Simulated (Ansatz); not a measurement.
## Electronic structure of Sn$_{8}$O$_{17}$ (cell with a defect) in real space

Input file:

```
crystal:
  lattice:
    - [-4.8271899931, 4.8271899931, 0.0]
    - [-4.8271899931, -4.8271899931, 0.0]
    - [4.8271899931, 0.0, 6.4763047095]
  atoms:
    - { symbol: Sn, position: [0.625, 0.125, 0.25] }
    - { symbol: Sn, position: [0.875, 0.375, 0.75] }
    - { symbol: Sn, position: [0.125, 0.625, 0.25] }
    - { symbol: Sn, position: [0.375, 0.875, 0.75] }
    - { symbol: Sn, position: [0.5, 0.5, 0.0] }
    - { symbol: Sn, position: [0.75, 0.75, 0.5] }
    - { symbol: Sn, position: [0.0, 1.0, 0.0] }
    - { symbol: Sn, position: [0.25, 0.25, 0.5] }
    - { symbol: O, position: [0.9315765205, 0.125, 0.25] }
    - { symbol: O, position: [0.1815765205, 0.375, 0.75] }
    - { symbol: O, position: [0.4284903794, 0.6284984692, 0.2428005356] }
    - { symbol: O, position: [0.6815765205, 0.875, 0.75] }
    - { symbol: O, position: [0.3158857168, 0.1140684655, 0.2546053293] }
    - { symbol: O, position: [0.5684234795, 0.375, 0.75] }
    - { symbol: O, position: [0.8184234795, 0.625, 0.25] }
    - { symbol: O, position: [0.0684234795, 0.875, 0.75] }
    - { symbol: O, position: [0.5, 0.1934234795, 0.0] }
    - { symbol: O, position: [0.75, 0.4434234795, 0.5] }
    - { symbol: O, position: [0.016496747, 0.700130098, -0.006857073] }
    - { symbol: O, position: [0.25, 0.9434234795, 0.5] }
    - { symbol: O, position: [0.5053655055, 0.8141813425, 0.0052655088] }
    - { symbol: O, position: [0.75, 0.0565765205, 0.5] }
    - { symbol: O, position: [0.0, 0.3065765205, 0.0] }
    - { symbol: O, position: [0.25, 0.5565765205, 0.5] }
    - { symbol: O, position: [0.335010971, 0.8224973225, 0.1458359309] }
  host:
    lattice:
      - [4.8271899931, 0.0, 0.0]
      - [0.0, 4.8271899931, 0.0]
      - [0.0, 0.0, 3.2381523548]
    atoms:
      - { symbol: Sn, position: [0.5, 0.5, 0.5] }
      - { symbol: Sn, position: [0.0, 0.0, 0.0] }
      - { symbol: O, position: [0.1934234795, 0.8065765205, 0.5] }
      - { symbol: O, position: [0.8065765205, 0.1934234795, 0.5] }
      - { symbol: O, position: [0.3065765205, 0.3065765205, 0.0] }
      - { symbol: O, position: [0.6934234795, 0.6934234795, 0.0] }
basis:
  ecutwfc: 420
  xc_grid: 2
kpoints:
  mp_grid: { grid: [3, 3, 3], shift: [0.0, 0.0, 0.0] }
hamiltonian:
  xc: pbe
scf:
  occupations: { method: gaussian, width: 0.02 }
output:
  forces: true
  stress: false
  eigenvalues: true
  charged_corrections:
    defect_position: [0.3125, 0.8125, 0.125]
    epsilon: [[14.0244, 0.0, 0.0], [0.0, 14.0244, 0.0], [0.0, 0.0, 10.8933]]
  write_density: true
  write_potential: true
  elf: true
  volumetric_format: npy
relax:
  adjacent_minimum: "off"
  f_tol: 0.03
  max_steps: 40
```

Command:

```sh
ansatz run input.yaml --threads 8 --pin off --max-ram 16384MiB --backend cpu --events-out ev --progress --plain --runs-dir out
```

The fields are those of the relaxed geometry.

Level of theory: DFT PBE, scalar-relativistic, plane waves, PAW in Ansatz.

The density is the valence pseudo-density of a PAW calculation; it isn't the true density close to the nuclei.

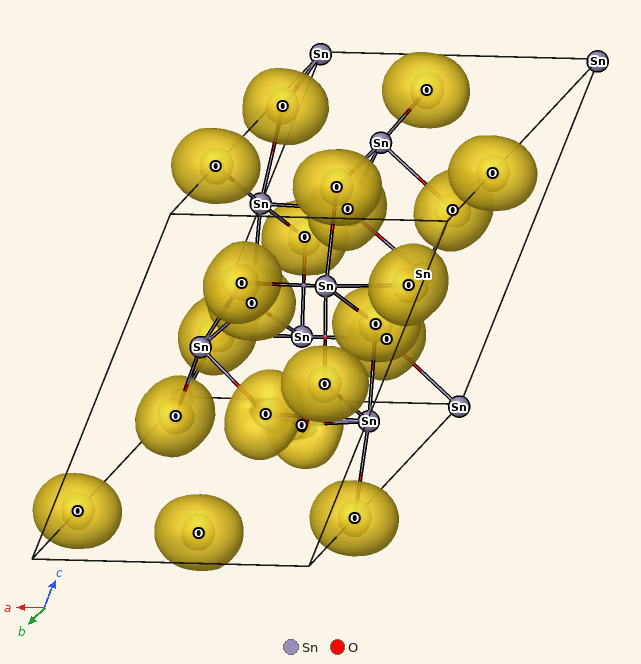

Figure 1. Isosurface of the electron localisation function at 0.7 (yellow), seen at an oblique angle. Core shells and regions of very low density are left out. Sticks mark near contacts.

**Identify the bonds, lone pairs and shells in this picture.**

At this value the surface marks out 17 regions wrapped around O (the valence shell of each), counted in one cell of 25 atoms. Regions shared between cells count once. Profiles from the grid: O–O (1.50 Å): the ELF peaks at about 0.65 between the atoms. Sn–O (2.04 Å): the ELF peaks at about 0.80 in the valence shell of O, 0.6 Å from its nucleus, and is about 0.25 at the midpoint (no localised pair shows between them).

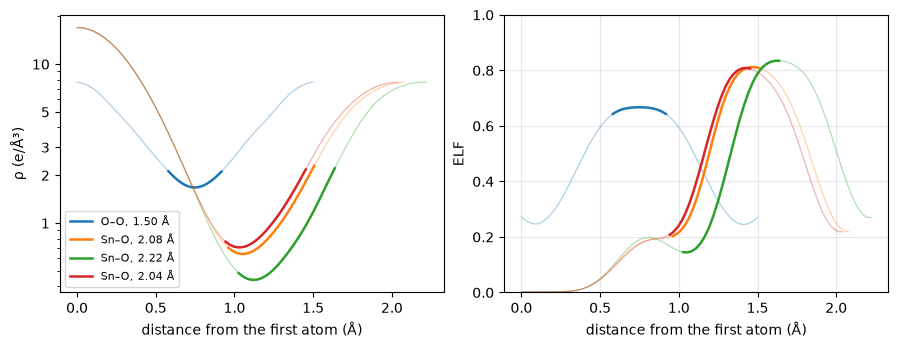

Figure 2. Valence charge density (pseudo) and electron localisation function along straight lines between neighbouring atoms. Thin, pale parts lie inside the atomic spheres.

**What can be read from the curves?**

O–O (1.50 Å): ρ at the midpoint is about 1.7 e/Å³; the ELF peaks at about 0.65 between the atoms.
Sn–O (2.08 Å): ρ is about 0.64 e/Å³ halfway; the ELF peaks at about 0.80 in the valence shell of O, 0.6 Å from its nucleus, and is about 0.25 at the midpoint (no shared electron pair shows on this line).
Sn–O (2.22 Å): the density is about 0.44 e/Å³ at the midpoint; the ELF peaks at about 0.85 in the valence shell of O, 0.6 Å from its nucleus, and is about 0.15 at the midpoint: no shared electron pair shows on this line.
Sn–O (2.04 Å): ρ at the midpoint is about 0.7 e/Å³; the ELF peaks at about 0.80 in the valence shell of O, 0.6 Å from its nucleus, and is about 0.25 at the midpoint: no localised pair shows between them.

**Metal or insulator at this level of theory?**

It is gapped, with a Kohn–Sham gap of 0.82 eV on the k-point mesh, an upper bound to the gap of this method.
